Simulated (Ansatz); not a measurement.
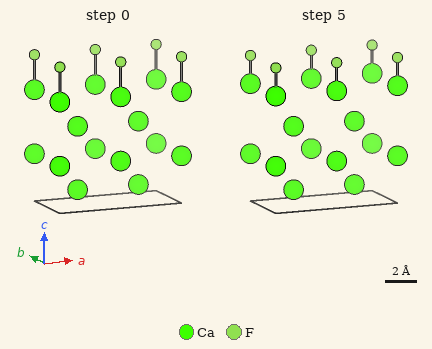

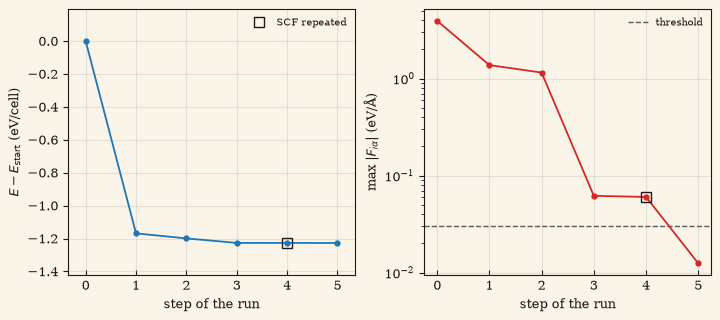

First and last geometry of a constrained relaxation of a slab of composition Ca₄F (cut from the Im-3m phase), with the history of the run. A ball-and-stick model of the 2 × 1 repeat of the cell, outlined in the plane, without the vacuum, seen slightly off an axis.

Case: F put at a top Ca site. The slab is the (1 0 0) face of Ca with F on it. 2 atoms are held fixed.

Theory: Ansatz 0.2.0, DFT PBEsol, scalar-relativistic, plane waves, PAW. Settings: plane-wave cutoff 420 eV; k-point mesh 7 × 7 × 1; occupations gaussian; smearing width 0.1 eV; no spin polarisation; dipole correction; atoms relaxed in a fixed cell; force threshold 0.03 eV/Å; at most 70 steps.

Read the history and describe the run.

Answer. It converged. The largest move is that of a Ca atom, 0.40 Å along the normal (+c). Largest moves by element: Ca 0.40 Å, F 0.05 Å. The cell stays as it was. Some distances before and after: Ca–F 2.340 → 1.890 Å. Over 4 accepted moves (5 points after the start) the energy falls by 1.227 eV per cell of the calculation. Largest force component: 3.9 eV/Å at the start, 0.013 eV/Å at the end. 1 step only repeated the SCF at the same geometry.

Limits of the set-up: the cell has an odd number of electrons but was run without spin polarisation; the periodic images lie only 4.3 Å apart, so the values are limited by the cell's size.
